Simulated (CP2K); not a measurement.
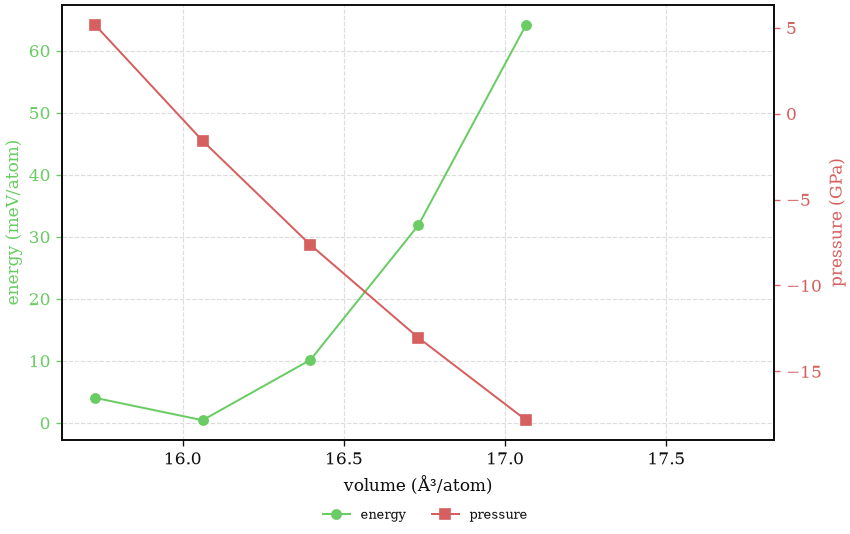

The picture above shows the energy and pressure against volume for W, space group Fm-3m (No. 225).

Structure:
```cif
data_structure
_symmetry_space_group_name_H-M 'P 1'
_symmetry_Int_Tables_number 1
_cell_length_a 2.8709
_cell_length_b 2.8709
_cell_length_c 2.8709
_cell_angle_alpha 60.000
_cell_angle_beta 60.000
_cell_angle_gamma 60.000
_cell_volume 16.73
loop_
_atom_site_label
_atom_site_type_symbol
_atom_site_fract_x
_atom_site_fract_y
_atom_site_fract_z
_atom_site_occupancy
W1 W 0.00000 0.00000 0.00000 1
```

Computed with CP2K 2026.2: DFT in Gaussian orbitals with a plane-wave density, no spin polarisation; energies at scaled volumes of the given cell, shape and fractions fixed, counted from the fit's minimum, third-order Birch-Murnaghan fit. Level: PBEsol.

| setting | value |
| --- | --- |
| k mesh | 11×11×11 |
| occupations | Fermi–Dirac |
| smearing width | 0.05 eV |
| potentials | GTH PBE with UZH TZVP basis |
| density cutoff | 6123 eV |
| program settings | ngrids 4, basis sets W TZVP-MOLOPT-PBE-GTH-q14, cutoff ry 450 Ry, rel cutoff ry 60 Ry |

The points at volume 17.40 Å³/atom and 17.73 Å³/atom are left out of the plot. What values does the calculation give there?

```
volume (Å³/atom)  energy (meV/atom)  pressure (GPa)
           17.40                106          -22.11
           17.73                156          -25.90
```
